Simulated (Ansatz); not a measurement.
## Electronic structure of Sn9O16 (cell charge +2, with a compensating background) (cell with a defect) in real space

Input file:

```
crystal:
  lattice:
    - [-4.8271903414, -4.8271903414, 0.0]
    - [4.8271903414, -4.8271903414, 0.0]
    - [0.0, 4.8271903414, 6.4763045005]
  atoms:
    - { symbol: Sn, position: [0.2357329597, 0.6017565223, 0.2437654078] }
    - { symbol: Sn, position: [0.3703282243, 0.8797791034, 0.7491400914] }
    - { symbol: Sn, position: [0.5948665171, 0.1384714461, 0.2437728783] }
    - { symbol: Sn, position: [0.8649690398, 0.3744237384, 0.7384212812] }
    - { symbol: Sn, position: [-0.0044757369, 0.0393423438, -0.0096441497] }
    - { symbol: Sn, position: [0.2489502597, 0.292764039, 0.4971881953] }
    - { symbol: Sn, position: [0.4762315777, 0.4604393889, -0.0348600654] }
    - { symbol: Sn, position: [0.7548477581, 0.7391017298, 0.5224105826] }
    - { symbol: O, position: [0.0852368083, 0.3442893379, 0.2437678952] }
    - { symbol: O, position: [0.3260058408, 0.5797991555, 0.7553364471] }
    - { symbol: O, position: [0.603979754, 0.8173555179, 0.2434434592] }
    - { symbol: O, position: [0.8144439966, 0.0682474408, 0.7322181674] }
    - { symbol: O, position: [0.1614512158, 0.9867660635, 0.2407095374] }
    - { symbol: O, position: [0.3868427548, 0.1608829439, 0.7123576058] }
    - { symbol: O, position: [0.5996337829, 0.4407768288, 0.2437758362] }
    - { symbol: O, position: [0.918254772, 0.6923028297, 0.77517965] }
    - { symbol: O, position: [0.1756028266, 0.3920392926, -0.0573085381] }
    - { symbol: O, position: [0.4766670601, 0.6931160575, 0.5448465122] }
    - { symbol: O, position: [0.7007137959, -0.0236901416, 0.0191462651] }
    - { symbol: O, position: [0.9295469426, 0.2035474574, 0.4707360999] }
    - { symbol: O, position: [0.7720889077, 0.5181878236, -0.0228361677] }
    - { symbol: O, position: [0.0393204221, 0.7834080463, 0.5084703448] }
    - { symbol: O, position: [0.2976542086, 0.0289024986, -0.0116227192] }
    - { symbol: O, position: [0.5530644947, 0.2843055137, 0.4991750254] }
    - { symbol: Sn, position: [0.9090320159, 0.8266882853, 0.239697377] }
  host:
    lattice:
      - [4.8271903414, 0.0, 0.0]
      - [0.0, 4.8271903414, 0.0]
      - [0.0, 0.0, 3.2381522502]
    atoms:
      - { symbol: Sn, position: [0.5, 0.5, 0.5] }
      - { symbol: Sn, position: [0.0, 0.0, 0.0] }
      - { symbol: O, position: [0.1934234768, 0.8065765232, 0.5] }
      - { symbol: O, position: [0.8065765232, 0.1934234768, 0.5] }
      - { symbol: O, position: [0.3065765232, 0.3065765232, 0.0] }
      - { symbol: O, position: [0.6934234768, 0.6934234768, 0.0] }
total_charge: 2
basis:
  ecutwfc: 420
  xc_grid: 2
kpoints:
  mp_grid: { grid: [3, 3, 3], shift: [0.0, 0.0, 0.0] }
hamiltonian:
  xc: pbe
scf:
  occupations: { method: gaussian, width: 0.01 }
output:
  forces: true
  stress: false
  eigenvalues: true
  charged_corrections:
    defect_position: [0.8125, 0.8125, 0.125]
    epsilon: [[14.0248, 0.0, 0.0], [0.0, 14.0248, 0.0], [0.0, 0.0, 10.8937]]
  write_density: true
  write_potential: true
  elf: true
  volumetric_format: npy
relax:
  adjacent_minimum: "off"
  f_tol: 0.025
  max_steps: 45
```

Run with:

```sh
ansatz run input.yaml --threads 4 --pin off --max-ram 10240MiB --backend cpu --events-out ev --progress --plain --runs-dir out
```

The fields are those of the run's last geometry, not of the input's.

Theory: DFT PBE, scalar-relativistic, plane waves, PAW (Ansatz).

The density is the valence pseudo-density of a PAW calculation; it isn't the true density close to the nuclei.

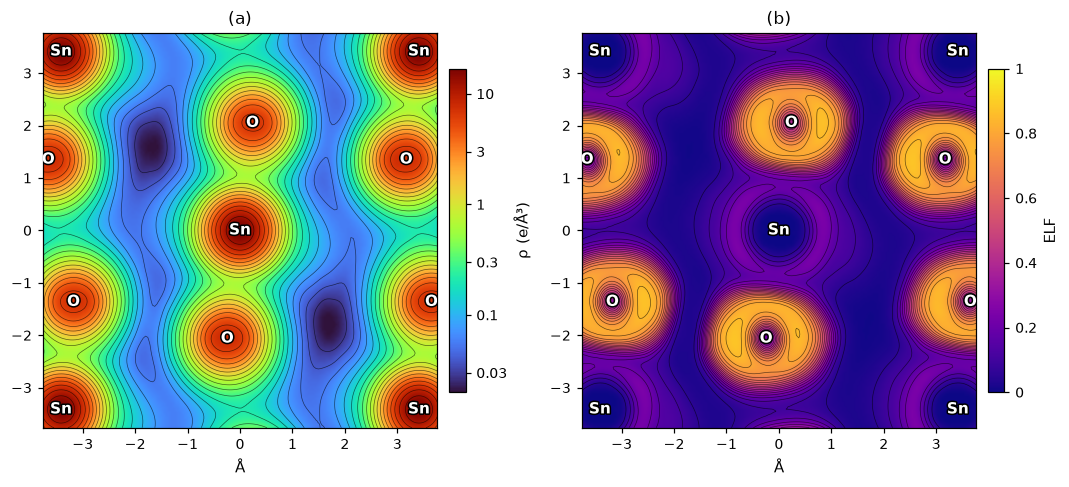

Figure 1. (a) valence pseudo-density; (b) electron localisation function on the (001) plane of the calculation cell.

**Describe what can be read from this map.**

- The section cuts through Sn and O sites.
- Sn–O (2.08 Å): the density is about 0.63 e/Å³ at the midpoint; the ELF peaks at about 0.85 in the valence shell of O, 0.6 Å from its nucleus, and is about 0.25 at the midpoint (no shared electron pair shows on this line).
- Between the atoms the lowest density in this plane is 0.02 e/Å³.
- The ELF also peaks beside O, away from the bonds: lone-pair regions.

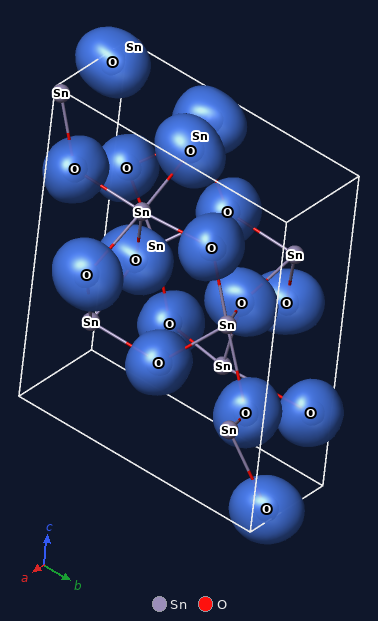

Figure 2. Isosurface of the electron localisation function at 0.65 (blue), seen slightly off an axis. Core shells and regions of very low density are left out. Sticks mark near contacts.

**Identify the bonds, lone pairs and shells in this picture.**

The ELF exceeds this value in 16 regions wrapped around O (the valence shell of each), counted in one cell of 25 atoms. Any copies at cell faces, edges or corners count once. Along the contacts the grid gives the following. Sn–O (2.00 Å): the ELF peaks at about 0.80 in the valence shell of O, 0.6 Å from its nucleus, and is about 0.25 at the midpoint (no shared electron pair shows on this line). Sn–Sn (2.74 Å): the ELF reaches about 0.50 near the midpoint.

**Does the calculation make it a metal, or give it a gap?**

It is gapped, with a Kohn–Sham gap of 0.60 eV on the k-point mesh, an upper bound to the gap of this method.
